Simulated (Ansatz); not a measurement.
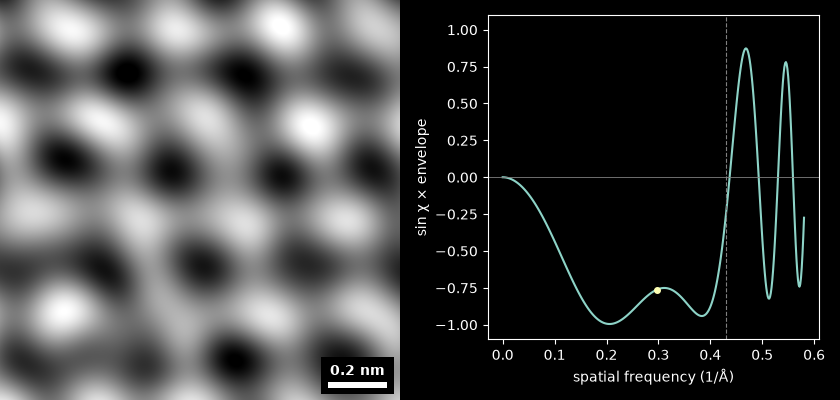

Phase-contrast TEM-like image of W (Fd-3m, No. 227) along [110]. Simulated in the weak-phase-object approximation with neutral-atom potentials: 200 kV, Cs = 1.00 mm, defocus −601 Å (negative is underfocus), defocus spread 30 Å, aperture 0.43 1/Å. The speckle of an amorphous layer was added. Structure: the input geometry of an electronic-structure calculation (not necessarily at equilibrium); the starting structure was generated, so it need not be a known form of this composition.

The plot gives the contrast transfer function, the aperture (dashed) and the crystal's spatial frequencies that carry visible contrast (dots).

> Do the atom columns appear dark or bright, and why?

Dark. With positive Cs and underfocus sin χ is negative over the pass band, so the strongest columns (W) come out darker than the background.

> What point resolution do these settings give, and which lattice spacings pass?

About 2.3 Å (0.66 |Cs|^(1/4) λ^(3/4) with λ = 0.0251 Å). The spacings that carry visible contrast are {111} at 3.37 Å. Columns 1.46 Å apart are closer than that and merge.
